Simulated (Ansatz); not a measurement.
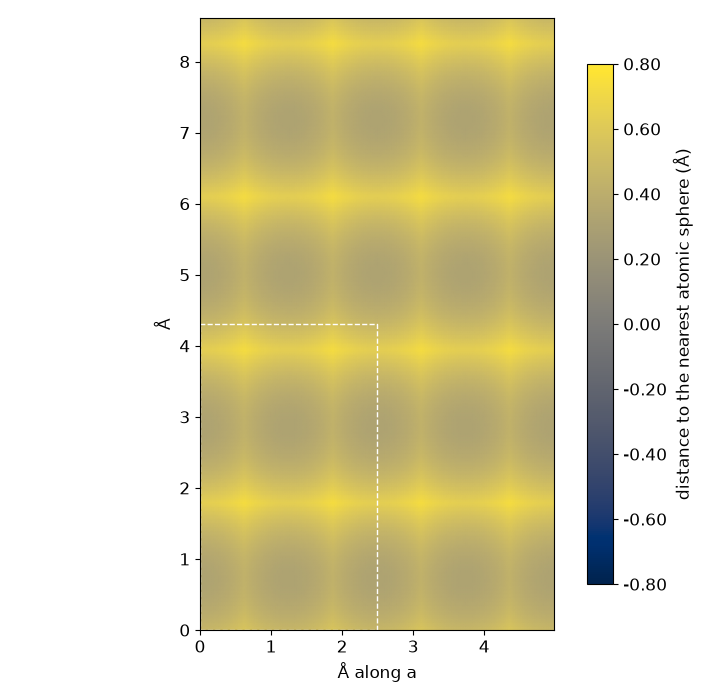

Map of the distance to the nearest atomic sphere in BN (Fmm2), computed on the section y = 0.250 (parallel to a and c; the dashed line is one cell). The black line marks the spheres' surfaces; positive values are empty space; unlabelled circles belong to atoms above or below the section.

The atoms' radii are Shannon crystal radii (six-coordinate where tabulated): B 0.41 Å, N 1.32 Å.

Source of the atomic positions: the geometry relaxed with DFT LDA, scalar-relativistic, plane waves, PAW in Ansatz.

```
B N
1.0
     2.49025    0.00000    0.00000
     0.00000    6.55629    0.00000
     0.00000    0.00000    4.30663
B N
4 4
Direct
  0.50000 0.00000 0.50013
  0.50000 0.50000 0.00013
  0.00000 0.00000 0.00013
  0.00000 0.50000 0.50013
  0.50000 0.00000 0.16657
  0.50000 0.50000 0.66657
  0.00000 0.00000 0.66657
  0.00000 0.50000 0.16657
```

Q: Where is the largest hole in this section, and how large is it?

A: At 0.250, 0.250, 0.417 (fractional), where the distance reaches 0.74 Å; it is enclosed by 4 N in a distorted tetrahedral arrangement. It is the largest hole of the crystal.

Q: How much of the crystal lies outside the spheres?

A: About 46 % of the cell's volume, and 100 % of this section's area.

Q: What can pass through?

A: The largest sphere that fits anywhere has a diameter of 1.47 Å; the largest that can travel through the crystal, about 1.3 Å.
